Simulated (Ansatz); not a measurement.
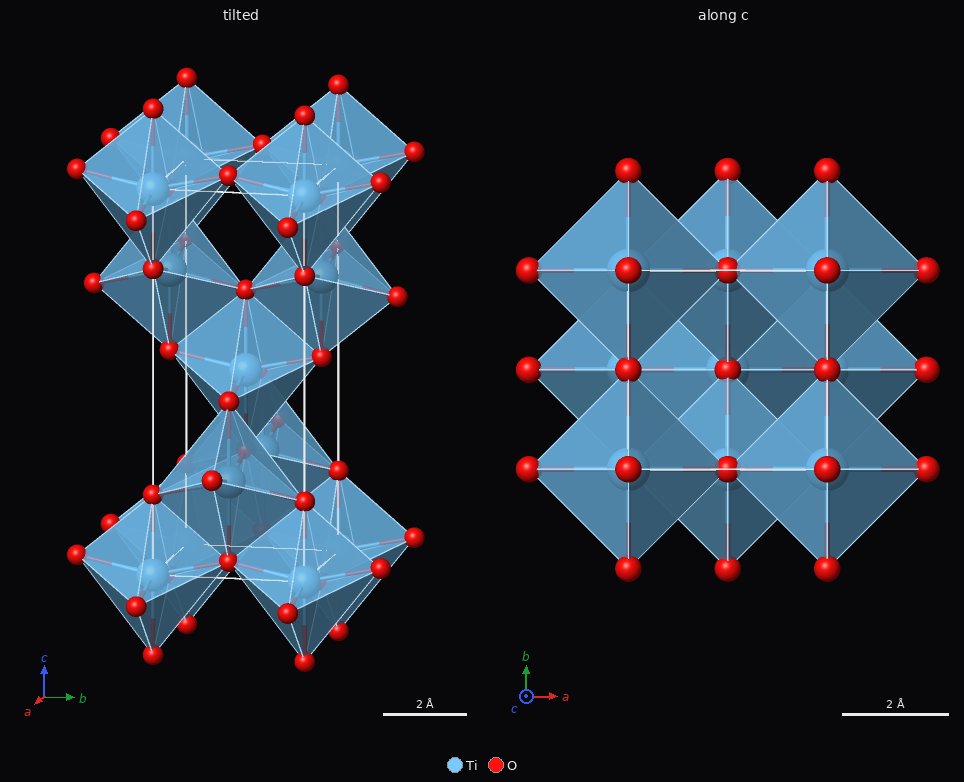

The crystal in a polyhedral representation, seen slightly off an axis and along the c axis. Lines trace the edges of the conventional unit cell. Some atoms of the next cells are drawn as well.

TiO₂, anatase, space group I4_1/amd (No. 141), a = 3.778 Å, b = 3.778 Å, c = 9.583 Å, α = 90.00°, β = 90.00°, γ = 90.00°. Starting structure: a structure listed in the Materials Project. Earlier steps of the study, as a rule a relaxation of our own, may have changed the cell and positions, so they can lie some per cent off the listed ones. Ansatz was used for an electronic-structure calculation on it.

This one geometry was computed with Ansatz (DFT, plane waves, PAW) at four levels of theory: PBE, r2SCAN, HSE06 and PBE0. It was relaxed beforehand with r2SCAN.

> Which level gives the highest pressure at this volume, and what does that say about its equilibrium volume?

Highest: PBE (4.7 GPa), which points to the largest equilibrium volume. Lowest, with the smallest volume: HSE06 (-2.6 GPa) and PBE0 (-2.7 GPa). Levels within 0.5 GPa of each other can't be told apart.

> How does the band gap change with the level of theory?

PBE: a gap of 2.15 eV, indirect; r2SCAN: a gap of 2.53 eV, indirect; HSE06: a gap of 3.64 eV, indirect; PBE0: a gap of 4.38 eV, indirect.

> Collect the results in a table.

| level | cutoff (eV) | k-mesh of the run's cell | gap (eV) | pressure (GPa) |
| --- | --- | --- | --- | --- |
| PBE | 420 | 10×10×10 | 2.15 | 4.7 |
| r2SCAN | 500 | 10×10×10 | 2.53 | 0.0 |
| HSE06 | 420 | 6×6×6 | 3.64 | -2.6 |
| PBE0 | 420 | 6×6×6 | 4.38 | -2.7 |

Gaps are taken on the k-mesh or band path of each run.
